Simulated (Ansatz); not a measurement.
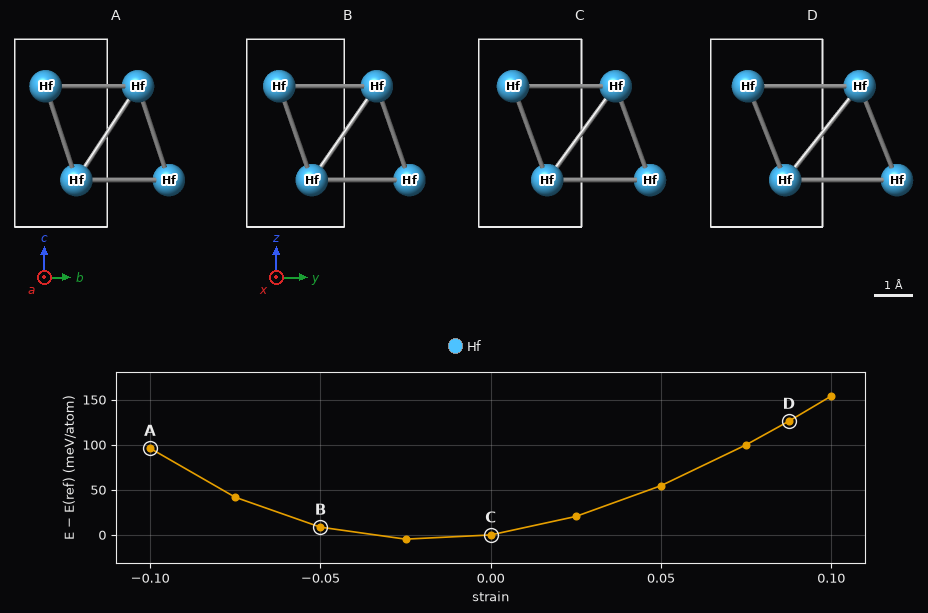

A scan of a crystal of Hf (P6_3/mmc): the cell is strained along y alone, with the atoms kept at their fractional coordinates. x, y and z are the Cartesian axes of the input. The lettered frames are marked on the plot. The picture is a ball-and-stick view of the cell of the calculation, repeated 2 × 2 × 1 with one cell outlined, seen along the a axis.

Computed with DFT PBEsol, scalar-relativistic, plane waves, PAW in Ansatz 0.2.0. Settings: plane-wave cutoff 420 eV; k-point mesh 18 × 18 × 10; occupations gaussian; smearing width 0.15 eV; no spin polarisation. Energies (free energies at the smearing named) are counted from the cell as listed in its source, which wasn't relaxed.

### What does the scan show?

Of the computed points the lowest is at the strain −0.025, −4.7 meV/atom. The unrelaxed reference is under a pressure of −3.8 GPa, which tilts the curve. The distortion takes the space group from P6_3/mmc to Cmcm. At the strain −0.10 the cell of the drawing goes b 3.197 → 2.960 Å, γ 120.0° → 122.7°.
